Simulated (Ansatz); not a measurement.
# Transmission past a defect: Mo wire along [111], 3 atoms a period, Fe placed on top of one Mo, part 2 of 4

Aim: how much does this defect scatter, and at which energies?

Ansatz 0.2.0; DFT PBE, plane waves, PAW; relaxation of a wire's period (the session's first sound run).

So far. Step 2 (Relaxing the period): The cell's length comes to 2.615 Å with spin left out.

### 3. The perfect wire

This step: DFT PBE, plane waves, PAW; channels and complex bands of a perfect wire (Ansatz 0.2.0).

At the relaxed period the Bloch states of the perfect wire are found at each energy: those that move forward count the open channels, and those that decay describe how a disturbance dies away inside the wire itself. An energy step of 0.05 eV is too coarse for the program's thermal average, and saves time.

input.yaml

```yaml
crystal:
  lattice:
    - [9.034, 0.0, 0.0]
    - [0.0, 9.38, 0.0]
    - [0.0, 0.0, 2.6147931865]
  atoms:
    - { symbol: Mo, position: [0.385824073, 0.380275258, 0.015281082] }
    - { symbol: Mo, position: [0.385824073, 0.619724742, 0.318052251] }
    - { symbol: Mo, position: [0.604758475, 0.5, 0.666666667] }
kpoints:
  mp_grid: { grid: [1, 1, 31] }
scf:
  occupations: { method: fermi_dirac, width: 0.05 }
hamiltonian:
  xc: pbe
output:
  transmission:
    e_range: [-1.5, 1.5]
    de: 0.05
    kmesh: [1, 1]
    reduced_basis: true
    leads: [[0, 0]]
basis:
  ecutwfc: "340 eV"
```

Started as:

```bash
> ansatz run input.yaml --threads 4 --pin off --max-ram 16384MiB --backend cpu --events-out ev --progress --plain --runs-dir out
```

Numbers of over 12 decimals in the logs are rounded to 6 here.

What it wrote:

```text
Warning: basis.ecutwfc = 340 eV is below the records' recommended 420 eV, and the density's cutoff is lower with it unless basis.ecutrho_ratio is high enough to keep the records' density cutoff: compare with a run at a higher cutoff
[...]
Crystal: 3 atoms, lattice volume = 221.575 Å³
Basis set: ecut = 340 eV, 3109 PW (Γ)
Bands: 26, of which v1, the nominal top of the filled ones, is band 21 counted from 1 (20 counted from 0)
Symmetry: 2 space group operations
[...]
k-points: 16 of 31
[...]
SCF iter   1: F=—  HF=-14860.538574 eV  |F-HF|=—  |Δ(HF+E_count)|=         —  Δρ=6.83e-3  dr2=1.68e-1  ethr=1.77e-3  ⟨swp⟩=7.3  Hψ=1973  notcnv=0
[...]
SCF iter   9: F=-14860.532401 eV  HF=-14860.532401 eV  |F-HF|=1.21e-8  |Δ(HF+E_count)|=   9.02e-8  Δρ=2.33e-6  dr2=2.48e-8  ethr=2.38e-10  ⟨swp⟩=4.4  Hψ=1138  notcnv=0
SCF 1 converged in 9 iterations: F = -14860.532401 eV  dr2 = 2.48e-8
[...]
transmission: 3 of 18 steps passed
transmission: 6 of 18 steps passed
[...]
transmission: 18 of 18 steps passed
SCF converged after 9 iterations
Free energy (F): -14860.532401 eV
[...]
Internal energy: -14860.481900 eV  (E = F + TS)
E sigma→0 (E₀):  -14860.507150 eV
Entropy (-TS):   -0.050501 eV (-16.834 meV/atom)
Fermi energy:    1.470106 eV
[...]
--- Band table (eV; the first three rows and the last of 16) ---
  k-point 0: bands = [... 17 lower, -0.4946, -0.2707, 1.1800, 1.2760, 1.5002, 1.5066, 2.3148, 3.0411, ... 1 higher]
  k-point 1: bands = [... 17 lower, -0.4919, -0.2516, 1.1311, 1.2298, 1.3915, 1.6537, 2.2383, 3.0537, ... 1 higher]
  k-point 2: bands = [... 17 lower, -0.4854, -0.1950, 1.0090, 1.0502, 1.4069, 1.7778, 2.0378, 3.0915, ... 1 higher]
  k-point 15: bands = [... 17 lower, -1.0803, 1.3345, 1.6329, 1.6747, 2.5950, 2.7348, 3.3767, 3.5895, ... 1 higher]
--- Transmission ---
  basis      : 607 plane waves across, 3 finite elements along
  points     : 1, standing for a mesh of 1 x 1
  energies   : 61 from -1.500000 to 1.500000 eV about the Fermi level, 0.050000 eV apart; the leads are filled to 0.000000 eV, and channels, transmission and decay are at 0.000000 eV
  crystal 0  : Mo3, at the sites [0, 0], period 2.6148 Å: whole cells are its period
    offset         : up to 0.0000 Å between an atom of the period and one for which it stands
    channels       : 4.000000e0 a spin
    conductance    : none, the energies end too early or step too widely for 300 K: set another output.transmission.e_range or a lower de, or, where they end at an eighth of basis.ecutwfc, a higher one
```

It took 31 s on 4 threads of Arm Neoverse V1, shared host; peak memory 0.82 GiB.

Reading the cycles: dr2 is the Hartree energy of the density residual (eV), the measure of convergence; HF is the Harris–Foulkes estimate of the energy, which meets the free energy F at convergence.

Numbers from this step:

- energy at zero smearing: -14860.5072 eV
- channels at the energy nearest the Fermi level, one spin: 4
- band gap: 0 eV

Table of open channels of the lead, one spin by energy, zero at the Fermi level:

```
energy (eV)  open channels of the lead, one spin
    -1.5000                                    5
    -1.2500                                    3
    -1.0000                                    3
    -0.7500                                    5
    -0.5000                                    5
    -0.2500                                    6
     0.0000                                    4
     0.2500                                    6
     0.5000                                    4
     0.7500                                    4
     1.0000                                    5
     1.2500                                    4
     1.5000                                    5
```

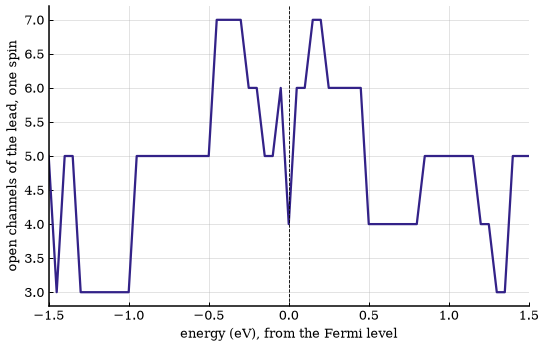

Open channels of the lead, one spin, plotted against energy.

The slowest values at each energy, most degenerate partners merged, listed up to 1.5 1/Å. Im kz of the slowest decaying states against energy, zero at the Fermi level:

```
energy (eV)  decay 1 (Å⁻¹)  decay 2 (Å⁻¹)  decay 3 (Å⁻¹)  decay 4 (Å⁻¹)
    -1.5000          0.201          0.320          0.343          0.442
    -1.2500         0.0496          0.147          0.301          0.387
    -1.0000         0.0552          0.110          0.276          0.403
    -0.7500          0.108          0.246          0.404          0.459
    -0.5000         0.0193          0.211          0.395          0.440
    -0.2500         0.0579          0.197          0.375          0.409
     0.0000         0.0223         0.0443          0.191          0.356
     0.2500          0.120          0.173          0.314          0.404
     0.5000         0.0167          0.139          0.261          0.312
     0.7500         0.0772          0.150          0.270          0.415
     1.0000          0.104          0.147          0.269          0.404
     1.2500        0.00416         0.0333          0.152          0.231
     1.5000          0.142          0.143          0.156          0.254
```

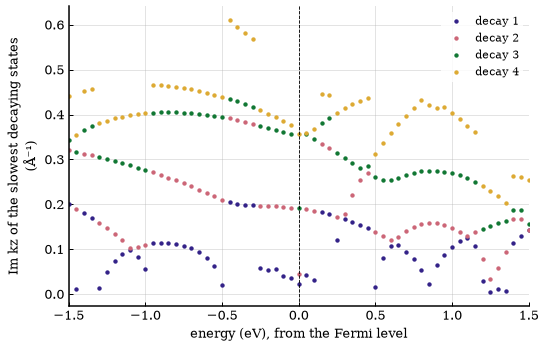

Im kz of the slowest decaying states against energy.

At the computed energy nearest the Fermi level there are 4 channels a spin.

(Part 2 of 4 ends here.)

[Logs are printed without paths, hosts, clocks, repeated set-up lines and the standing remarks that a program may print on its own settings, such as how far it seeks lower states.]

[Hosts, paths, dates, database ids (printed as entryN), source tags and the programs' standing remarks are cut or masked in the printed files.]
